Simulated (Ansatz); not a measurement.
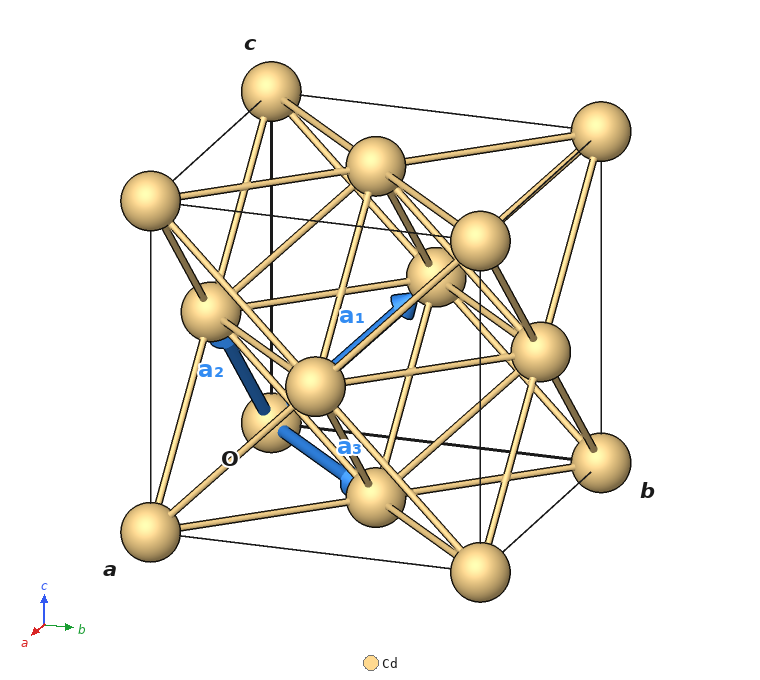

For Cd, the input geometry of an electronic-structure calculation (not necessarily at equilibrium): the conventional cell (thin) and a primitive cell (coloured, vectors a₁, a₂, a₃). Symmetry computed with spglib at a tolerance of 0.002 Å; standard conventional cell.

a = 4.436 Å, b = 4.436 Å, c = 4.436 Å, α = 90.00°, β = 90.00°, γ = 90.00°.

Q: What is the centring, and how are the primitive vectors built?

A: F, face-centred cubic, with lattice points at (0, 0, 0), (1/2, 1/2, 0), (1/2, 0, 1/2), (0, 1/2, 1/2). a₁ = 1/2 b + 1/2 c; a₂ = 1/2 a + 1/2 c; a₃ = 1/2 a + 1/2 b.

Q: Give the primitive cell's size and content.

A: Edges 3.137, 3.137, 3.137 Å; angles 60.00°, 60.00°, 60.00°; volume 21.83 Å³, 1/4 of the conventional cell; 1 of its 4 atoms.
